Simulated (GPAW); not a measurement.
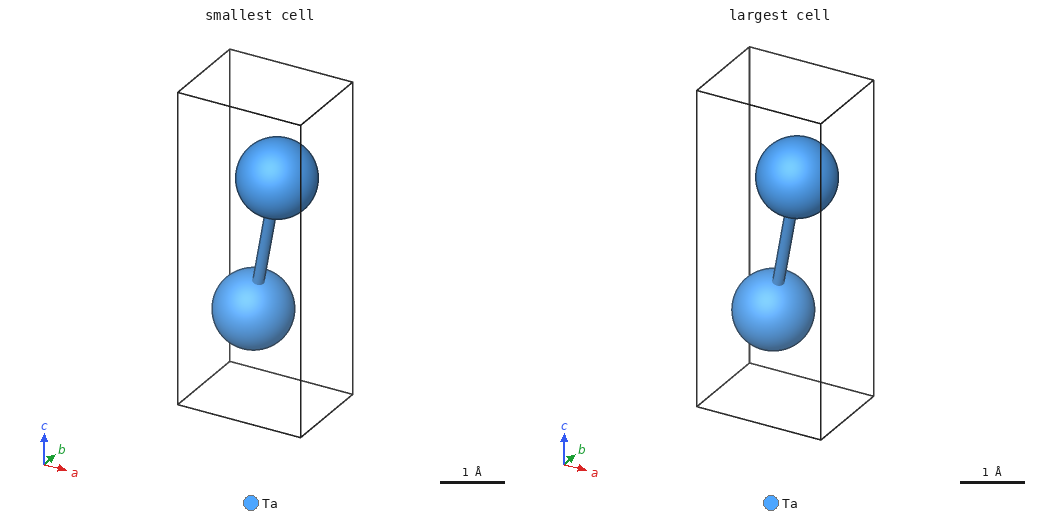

Ta, hexagonal close-packed (Mg type), space group P6₃/mmc (No. 194), relaxed (cell and atoms, zero pressure) with five choices of dispersion term on top of PBEsol; the smallest and the largest of the relaxed conventional cells are drawn to one scale (sticks follow a distance rule). The start was a structure listed in the Materials Project. This isn't the form of Ta at room conditions, which is bcc.

Alike in all runs: GPAW 26.7.0; functional PBEsol; potentials PAW data sets generated in the run's folder for this functional; cutoff 600 eV; k mesh 9 × 9 × 5 on the run's cell of 2 atoms; occupations fermi-dirac, width 0.05 eV; no spin polarisation; no spin-orbit coupling. All runs are metallic.

| level | volume (Å³/atom) | a (Å) | c (Å) |
| --- | --- | --- | --- |
| D3 | 17.69 | 2.831 | 5.097 |
| D3(BJ) | ? | ? | ? |
| none | 18.16 | 2.856 | 5.141 |
| D3(BJ)-ATM | 17.69 | 2.833 | 5.089 |
| D4 | 18.02 | 2.849 | 5.126 |

What does D3(BJ) give?

Volume 17.58 Å³/atom; a 2.828 Å; c 5.077 Å. That is the smallest volume of all.

Order the levels by the relaxed volume, smallest first.

D3(BJ) (17.58 Å³/atom), D3 and D3(BJ)-ATM (17.69 Å³/atom), D4 (18.02 Å³/atom), none (18.16 Å³/atom). Rows within a few tenths of a per cent can't be told apart.

Caveat: later steps reuse the first step's grids; pairwise dispersion terms can overbind metals strongly; spin-orbit coupling is left out, which matters for Ta, if less for volumes and forces than for levels.
